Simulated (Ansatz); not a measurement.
Ti

Input file:

```
crystal:
  lattice:
    - [0.0, 2.03, 2.03]
    - [2.03, 0.0, 2.03]
    - [2.03, 2.03, 0.0]
  atoms:
    - { symbol: Ti, position: [0.0, 0.0, 0.0] }
basis:
  ecutwfc: 500
kpoints:
  mp_grid: { grid: [18, 18, 18] }
hamiltonian:
  xc: r2scan
scf:
  occupations: { method: gaussian, width: 0.1 }
output:
  forces: true
  stress: true
  eigenvalues: true
  write_density: true
  write_potential: true
  elf: true
  volumetric_format: npy
relax:
  adjacent_minimum: "off"
  f_tol: 0.005
  max_steps: 80
  cell: { stress_tol: 0.05 }
```

Run with:

```sh
ansatz run input.yaml --threads 1 --pin off --max-ram 2560MiB --backend cpu --events-out ev --progress --plain --runs-dir out
```

Below, planes, directions and counts refer to the conventional cell (a = 4.11 Å, b = 4.11 Å, c = 4.11 Å, α = 90.00°, β = 90.00°, γ = 90.00°).

The fields are those of the relaxed geometry.

Space group Fm-3m; computed without spin polarisation.

These are results of DFT r2SCAN, scalar-relativistic, plane waves, PAW (Ansatz 0.2.0), not measurements.

Question: Predict the valence pseudo-density and electron localisation function between the atoms.

Answer: Ti–Ti (2.91 Å): ρ is about 0.19 e/Å³ halfway; the ELF is about 0.25 at the midpoint: no localised pair shows between them.
The ELF has a maximum of about 0.80 in the space between the atoms, 2.0 Å from six Ti atoms, on no atom or two-centre bond.

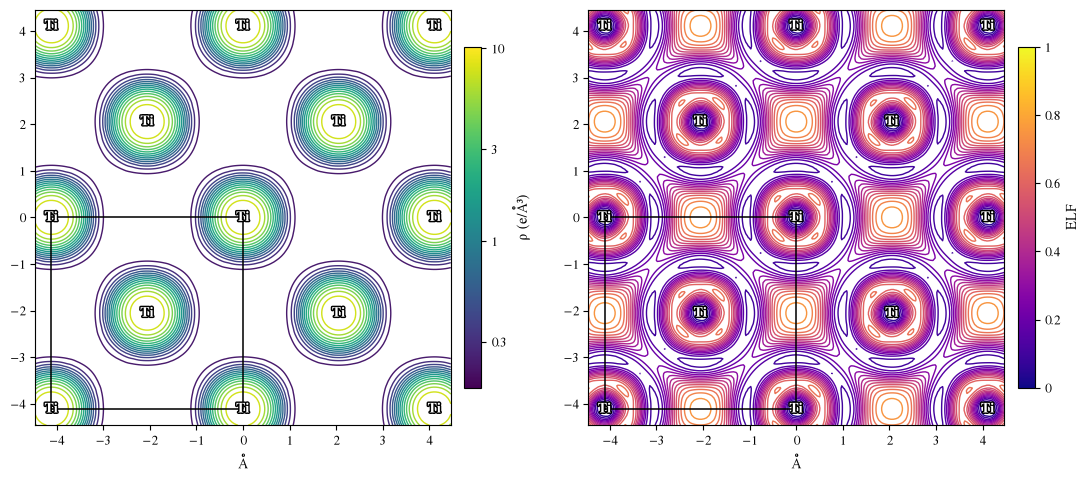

Computed valence pseudo-density and electron localisation function on the (100) plane of the conventional cell, in this order. 
